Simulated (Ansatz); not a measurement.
## Run report: SnO2, geometry relaxation (part 3 of 3)

Continued. System: SnO2 (slab, 30 atoms in the cell). Method: DFT PBEsol, scalar-relativistic, plane waves, PAW, no spin polarisation (Ansatz 0.2.0); cutoff 420 eV, 6×5×1 k-mesh, Gaussian smearing of 0.05 eV. The structure derives from an entry of the Crystallography Open Database.

## Trajectory as extended XYZ (Å, eV, eV/Å), 6 frames, from step=1 to step=6
```
30
Lattice="4.7690 0.0000 0.0000 0.0000 5.7498 0.0000 0.0000 0.0000 27.2884" Properties=species:S:1:pos:R:3:forces:R:3 step=1 energy=-70708.68387
O     0.9239    5.6189    7.5000   -0.4405  -0.4099   0.0771
O     1.4606    2.7440    7.5000    0.4405  -0.4099   0.0771
Sn    0.0000    3.9555    8.3160    2.7025   0.6235   0.0923
Sn    2.3845    1.0805    8.3160   -2.7025   0.6235   0.0923
O     3.3084    5.1669    9.1319    0.3896  -0.1221  -0.6749
O     3.8451    2.2920    9.1319   -0.3896  -0.1221  -0.6749
O     0.9239    3.8245   10.1641   -0.1673  -0.0843   0.2924
O     1.4606    0.9496   10.1641    0.1673  -0.0843   0.2924
Sn    0.0000    2.1611   10.9801    0.4208   0.0036   0.2372
Sn    2.3845    5.0360   10.9801   -0.4208   0.0036   0.2372
O     3.3084    3.3726   11.7960    0.0337   0.0008  -0.1004
O     3.8451    0.4976   11.7960   -0.0337   0.0008  -0.1004
O     0.9239    2.0302   12.8283   -0.0077  -0.0107   0.0487
O     1.4606    4.9051   12.8283    0.0077  -0.0107   0.0487
Sn    0.0000    0.3667   13.6442    0.0000   0.0000   0.0000
Sn    2.3845    3.2416   13.6442    0.0000   0.0000   0.0000
O     3.3084    1.5782   14.4602   -0.0077   0.0107  -0.0487
O     3.8451    4.4531   14.4602    0.0077   0.0107  -0.0487
O     0.9239    0.2358   15.4924    0.0337  -0.0008   0.1005
O     1.4606    3.1107   15.4924   -0.0337  -0.0008   0.1005
Sn    0.0000    4.3222   16.3083   -0.4208  -0.0036  -0.2373
Sn    2.3845    1.4473   16.3083    0.4208  -0.0036  -0.2373
O     3.3084    5.5336   17.1243   -0.1673   0.0843  -0.2923
O     3.8451    2.6587   17.1243    0.1673   0.0843  -0.2923
O     0.9239    4.1913   18.1565    0.3896   0.1221   0.6749
O     1.4606    1.3163   18.1565   -0.3896   0.1221   0.6749
Sn    0.0000    2.5278   18.9725   -2.7026  -0.6235  -0.0923
Sn    2.3845    5.4027   18.9725    2.7026  -0.6235  -0.0923
O     3.3084    3.7393   19.7884   -0.4404   0.4099  -0.0772
O     3.8451    0.8643   19.7884    0.4404   0.4099  -0.0772
30
Lattice="4.7690 0.0000 0.0000 0.0000 5.7498 0.0000 0.0000 0.0000 27.2884" Properties=species:S:1:pos:R:3:forces:R:3 step=2 energy=-70709.76818
O     0.8316    5.6688    7.4483    0.1981  -0.3102   0.5195
O     1.5529    2.7939    7.4483   -0.1981  -0.3102   0.5195
Sn    0.1627    3.9859    8.3645    0.7162   0.3531  -0.5897
Sn    2.2218    1.1110    8.3645   -0.7162   0.3531  -0.5897
O     3.3323    5.1836    9.0669   -0.4090   0.0892   0.1697
O     3.8211    2.3087    9.0669    0.4090   0.0892   0.1697
O     0.9408    3.8210   10.2486   -0.2191  -0.0347  -0.3226
O     1.4437    0.9461   10.2486    0.2191  -0.0347  -0.3226
Sn   -0.0204    2.1640   10.9773   -0.3867  -0.0735   0.1772
Sn    2.4049    5.0389   10.9773    0.3867  -0.0735   0.1772
O     3.3039    3.3735   11.7939    0.0904  -0.0502  -0.0651
O     3.8495    0.4986   11.7939   -0.0904  -0.0502  -0.0651
O     0.9111    2.0380   12.8293   -0.0040   0.0127   0.0933
O     1.4734    4.9129   12.8293    0.0040   0.0127   0.0933
Sn    0.0000    0.3667   13.6442    0.0000   0.0000   0.0000
Sn    2.3845    3.2416   13.6442    0.0000   0.0000   0.0000
O     3.2956    1.5703   14.4591   -0.0040  -0.0127  -0.0933
O     3.8579    4.4452   14.4591    0.0040  -0.0127  -0.0933
O     0.9195    0.2349   15.4946    0.0904   0.0502   0.0651
O     1.4650    3.1098   15.4946   -0.0904   0.0502   0.0651
Sn    0.0204    4.3193   16.3111    0.3867   0.0735  -0.1772
Sn    2.3641    1.4444   16.3111   -0.3867   0.0735  -0.1772
O     3.3253    5.5372   17.0399   -0.2191   0.0347   0.3226
O     3.8282    2.6623   17.0399    0.2191   0.0347   0.3226
O     0.9478    4.1745   18.2215   -0.4090  -0.0892  -0.1697
O     1.4366    1.2996   18.2215    0.4090  -0.0892  -0.1697
Sn   -0.1627    2.4973   18.9239   -0.7162  -0.3531   0.5898
Sn    2.5472    5.3723   18.9239    0.7162  -0.3531   0.5898
O     3.2161    3.6894   19.8402    0.1981   0.3102  -0.5195
O     3.9374    0.8145   19.8402   -0.1981   0.3102  -0.5195
30
Lattice="4.7690 0.0000 0.0000 0.0000 5.7498 0.0000 0.0000 0.0000 27.2884" Properties=species:S:1:pos:R:3:forces:R:3 step=3 energy=-70709.92888
O     0.8510    5.6853    7.4558    0.0474  -0.1472   0.1228
O     1.5335    2.8104    7.4558   -0.0474  -0.1472   0.1228
Sn    0.1872    4.0283    8.3466    0.1145   0.1274  -0.0279
Sn    2.1973    1.1534    8.3466   -0.1145   0.1274  -0.0279
O     3.2981    5.2034    9.0465   -0.0792  -0.0505   0.0762
O     3.8554    2.3284    9.0465    0.0792  -0.0505   0.0762
O     0.9290    3.8239   10.2338   -0.0012   0.0843  -0.0547
O     1.4555    0.9490   10.2338    0.0012   0.0843  -0.0547
Sn   -0.0260    2.1574   10.9749   -0.1981  -0.0081  -0.1357
Sn    2.4105    5.0324   10.9749    0.1981  -0.0081  -0.1357
O     3.3059    3.3660   11.7908   -0.0077  -0.0063  -0.0177
O     3.8476    0.4911   11.7908    0.0077  -0.0063  -0.0177
O     0.9044    2.0419   12.8341   -0.0137   0.0004   0.0207
O     1.4801    4.9169   12.8341    0.0137   0.0004   0.0207
Sn    0.0000    0.3667   13.6442    0.0000   0.0000   0.0000
Sn    2.3845    3.2416   13.6442    0.0000   0.0000   0.0000
O     3.2889    1.5664   14.4544   -0.0137  -0.0004  -0.0207
O     3.8646    4.4413   14.4544    0.0137  -0.0004  -0.0207
O     0.9214    0.2423   15.4976   -0.0077   0.0063   0.0177
O     1.4631    3.1173   15.4976    0.0077   0.0063   0.0177
Sn    0.0260    4.3258   16.3135    0.1981   0.0080   0.1357
Sn    2.3585    1.4509   16.3135   -0.1981   0.0080   0.1357
O     3.3135    5.5343   17.0547   -0.0012  -0.0843   0.0547
O     3.8400    2.6593   17.0547    0.0012  -0.0843   0.0547
O     0.9136    4.1548   18.2420   -0.0792   0.0505  -0.0762
O     1.4709    1.2799   18.2420    0.0792   0.0505  -0.0762
Sn   -0.1872    2.4550   18.9419   -0.1145  -0.1274   0.0279
Sn    2.5717    5.3299   18.9419    0.1145  -0.1274   0.0279
O     3.2355    3.6729   19.8326    0.0474   0.1472  -0.1228
O     3.9180    0.7980   19.8326   -0.0474   0.1472  -0.1228
30
Lattice="4.7690 0.0000 0.0000 0.0000 5.7498 0.0000 0.0000 0.0000 27.2884" Properties=species:S:1:pos:R:3:forces:R:3 step=4 energy=-70709.94757
O     0.8814    5.6629    7.4537   -0.0362  -0.0548   0.1147
O     1.5031    2.7880    7.4537    0.0362  -0.0548   0.1147
Sn    0.1890    4.0311    8.3531    0.0748   0.0333   0.0116
Sn    2.1955    1.1562    8.3531   -0.0748   0.0333   0.0116
O     3.2826    5.1817    9.0493    0.0137   0.0223  -0.0672
O     3.8709    2.3068    9.0493   -0.0137   0.0223  -0.0672
O     0.8978    3.8567   10.2516    0.0384  -0.0004  -0.0730
O     1.4867    0.9817   10.2516   -0.0384  -0.0004  -0.0730
Sn   -0.0332    2.1581   10.9721   -0.0792   0.0020   0.0489
Sn    2.4177    5.0331   10.9721    0.0792   0.0020   0.0489
O     3.2885    3.3539   11.7819   -0.0231  -0.0037  -0.0276
O     3.8649    0.4790   11.7819    0.0231  -0.0037  -0.0276
O     0.8805    2.0607   12.8476   -0.0045  -0.0040  -0.0441
O     1.5040    4.9356   12.8476    0.0045  -0.0040  -0.0441
Sn    0.0000    0.3667   13.6442    0.0000   0.0000   0.0000
Sn    2.3845    3.2416   13.6442    0.0000   0.0000   0.0000
O     3.2650    1.5477   14.4408   -0.0045   0.0040   0.0441
O     3.8885    4.4226   14.4408    0.0045   0.0040   0.0441
O     0.9041    0.2545   15.5065   -0.0231   0.0037   0.0277
O     1.4804    3.1294   15.5065    0.0231   0.0037   0.0277
Sn    0.0332    4.3251   16.3163    0.0792  -0.0020  -0.0489
Sn    2.3512    1.4502   16.3163   -0.0792  -0.0020  -0.0489
O     3.2823    5.5015   17.0369    0.0384   0.0004   0.0730
O     3.8711    2.6266   17.0369   -0.0384   0.0004   0.0730
O     0.8981    4.1765   18.2391    0.0137  -0.0223   0.0672
O     1.4864    1.3016   18.2391   -0.0137  -0.0223   0.0672
Sn   -0.1890    2.4521   18.9353   -0.0748  -0.0333  -0.0116
Sn    2.5734    5.3271   18.9353    0.0748  -0.0333  -0.0116
O     3.2659    3.6952   19.8347   -0.0362   0.0548  -0.1147
O     3.8876    0.8203   19.8347    0.0362   0.0548  -0.1147
30
Lattice="4.7690 0.0000 0.0000 0.0000 5.7498 0.0000 0.0000 0.0000 27.2884" Properties=species:S:1:pos:R:3:forces:R:3 step=5 energy=-70709.95538
O     0.8735    5.6632    7.4743   -0.0118  -0.0009  -0.0254
O     1.5110    2.7883    7.4743    0.0118  -0.0009  -0.0254
Sn    0.1940    4.0298    8.3601   -0.0174   0.0040  -0.0125
Sn    2.1905    1.1549    8.3601    0.0174   0.0040  -0.0125
O     3.2838    5.1840    9.0433   -0.0090   0.0088   0.0350
O     3.8696    2.3091    9.0433    0.0090   0.0088   0.0350
O     0.9112    3.8479   10.2488   -0.0154  -0.0135   0.0002
O     1.4733    0.9729   10.2488    0.0154  -0.0135   0.0002
Sn   -0.0393    2.1586   10.9700    0.0007   0.0085   0.0063
Sn    2.4237    5.0335   10.9700   -0.0007   0.0085   0.0063
O     3.2867    3.3537   11.7807    0.0173  -0.0167  -0.0070
O     3.8668    0.4788   11.7807   -0.0173  -0.0167  -0.0070
O     0.8830    2.0579   12.8411    0.0015  -0.0009   0.0222
O     1.5015    4.9328   12.8411   -0.0015  -0.0009   0.0222
Sn    0.0000    0.3667   13.6442    0.0000   0.0000   0.0000
Sn    2.3845    3.2416   13.6442    0.0000   0.0000   0.0000
O     3.2675    1.5505   14.4474    0.0015   0.0009  -0.0221
O     3.8860    4.4254   14.4474   -0.0015   0.0009  -0.0221
O     0.9022    0.2546   15.5077    0.0173   0.0167   0.0070
O     1.4823    3.1295   15.5077   -0.0173   0.0167   0.0070
Sn    0.0393    4.3247   16.3184   -0.0007  -0.0085  -0.0063
Sn    2.3452    1.4498   16.3184    0.0007  -0.0085  -0.0063
O     3.2957    5.5103   17.0396   -0.0154   0.0135  -0.0002
O     3.8578    2.6354   17.0396    0.0154   0.0135  -0.0002
O     0.8993    4.1742   18.2451   -0.0090  -0.0088  -0.0350
O     1.4851    1.2993   18.2451    0.0090  -0.0088  -0.0350
Sn   -0.1940    2.4535   18.9283    0.0174  -0.0040   0.0125
Sn    2.5785    5.3284   18.9283   -0.0174  -0.0040   0.0125
O     3.2580    3.6950   19.8141   -0.0118   0.0009   0.0254
O     3.8955    0.8200   19.8141    0.0118   0.0009   0.0254
30
Lattice="4.7690 0.0000 0.0000 0.0000 5.7498 0.0000 0.0000 0.0000 27.2884" Properties=species:S:1:pos:R:3:forces:R:3 step=6 energy=-70709.95613
O     0.8725    5.6625    7.4706   -0.0012  -0.0016  -0.0017
O     1.5119    2.7876    7.4706    0.0012  -0.0016  -0.0017
Sn    0.1932    4.0290    8.3586   -0.0019  -0.0014   0.0017
Sn    2.1913    1.1541    8.3586    0.0019  -0.0014   0.0017
O     3.2850    5.1852    9.0465   -0.0048   0.0037   0.0019
O     3.8684    2.3103    9.0465    0.0048   0.0037   0.0019
O     0.9105    3.8461   10.2481    0.0010  -0.0013  -0.0008
O     1.4740    0.9712   10.2481   -0.0010  -0.0013  -0.0008
Sn   -0.0384    2.1570   10.9710    0.0012   0.0011  -0.0011
Sn    2.4229    5.0319   10.9710   -0.0012   0.0011  -0.0011
O     3.2871    3.3514   11.7807   -0.0023  -0.0003   0.0007
O     3.8664    0.4765   11.7807    0.0023  -0.0003   0.0007
O     0.8826    2.0578   12.8430   -0.0031  -0.0021  -0.0002
O     1.5019    4.9327   12.8430    0.0031  -0.0021  -0.0002
Sn    0.0000    0.3667   13.6442    0.0000   0.0000   0.0000
Sn    2.3845    3.2416   13.6442    0.0000   0.0000   0.0000
O     3.2671    1.5506   14.4454   -0.0031   0.0021   0.0002
O     3.8864    4.4255   14.4454    0.0031   0.0021   0.0002
O     0.9026    0.2569   15.5077   -0.0023   0.0003  -0.0007
O     1.4819    3.1318   15.5077    0.0023   0.0003  -0.0007
Sn    0.0384    4.3262   16.3175   -0.0012  -0.0011   0.0011
Sn    2.3461    1.4513   16.3175    0.0012  -0.0011   0.0011
O     3.2950    5.5121   17.0403    0.0010   0.0013   0.0008
O     3.8584    2.6372   17.0403   -0.0010   0.0013   0.0008
O     0.9006    4.1730   18.2419   -0.0048  -0.0037  -0.0019
O     1.4839    1.2981   18.2419    0.0048  -0.0037  -0.0019
Sn   -0.1932    2.4543   18.9298    0.0019   0.0014  -0.0017
Sn    2.5777    5.3292   18.9298   -0.0019   0.0014  -0.0017
O     3.2570    3.6957   19.8178   -0.0012   0.0016   0.0017
O     3.8964    0.8207   19.8178    0.0012   0.0016   0.0017
```

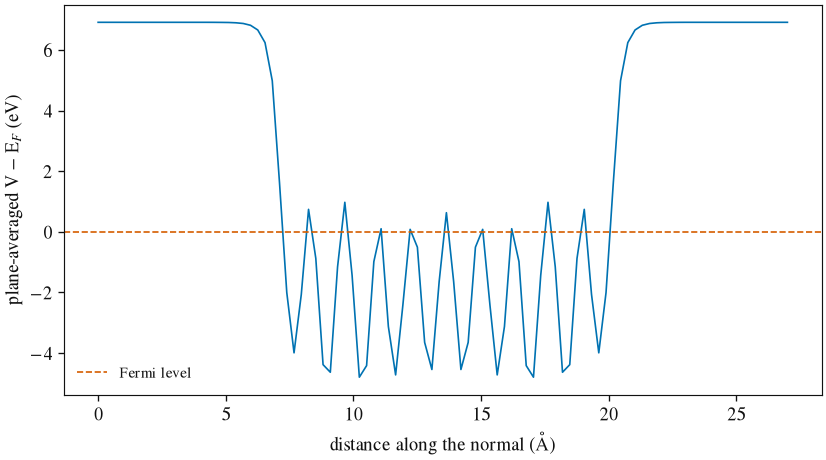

Fig. 1: Plane average of the electrostatic potential energy of an electron across the cell, from the Fermi level. The vacuum level lies 6.91 eV above the Fermi level.

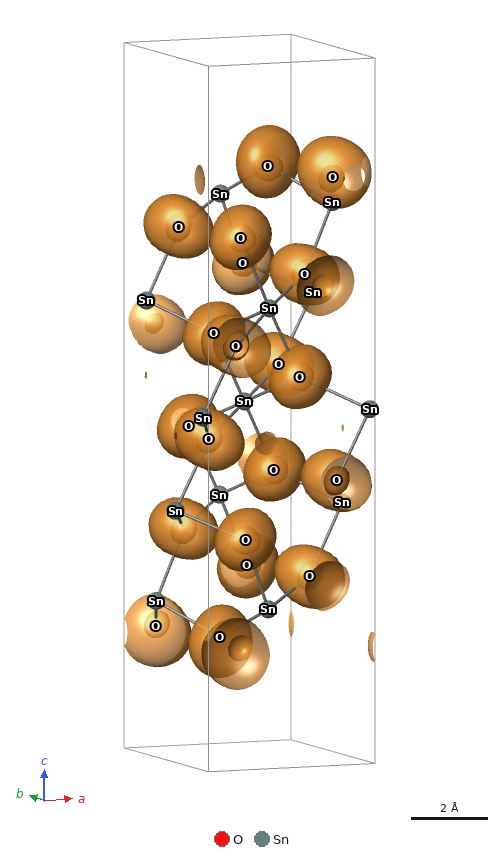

Fig. 2: Isosurface of the ELF at 0.7 (orange), seen slightly off an axis. Core shells and regions of very low density are left out. Sticks mark near contacts. Counts are for one cell; the picture repeats the cell along the surface. Along the contacts the grid gives the following. Sn–O (1.98 Å): the ELF is about 0.30 at the midpoint. Sn–O (2.03 Å): the ELF is about 0.25 at the midpoint. In a PAW calculation such maps are meaningful between the atoms, not at the nuclei.

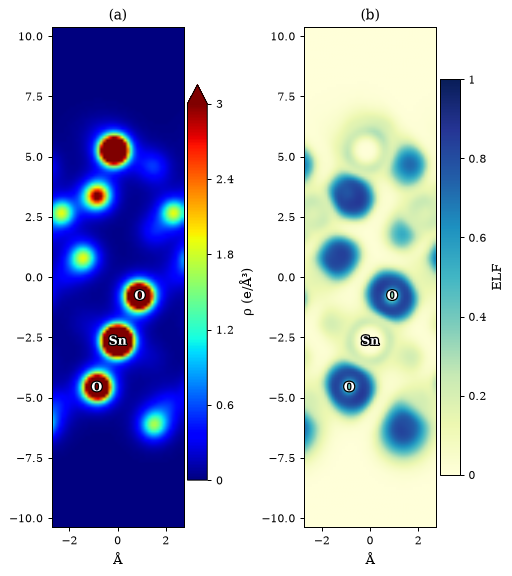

Fig. 3: (a) valence electron density; (b) ELF on the (010) plane of the calculation cell, a cut from vacuum to vacuum. The section cuts through O and Sn sites. Sn–O (2.09 Å): the density is about 0.63 e/Å³ at the midpoint; the ELF is about 0.25 at the midpoint. Sn–O (2.11 Å): the density is about 0.6 e/Å³ at the midpoint; the ELF is about 0.25 at the midpoint. The density dies away to nearly zero in the vacuum.

## Results in brief

```tsv
quantity	value
outcome	converged
electrons treated	260
free energy	−70709.9561 eV
work function, top face	6.91 eV
work function, bottom face	6.91 eV
Fermi energy	1.166 eV
gap on the k-point mesh	0.76 eV
final volume	748.27 Å³
work function (upper face)	6.91 eV
largest force (length of the vector) at the end	0.006 eV/Å
wall time	4.4 min (CPU time 17 min)
peak memory	2.9 GiB
```

## Remarks

The program warns: the exchange-correlation potential is rough where the density is thin.
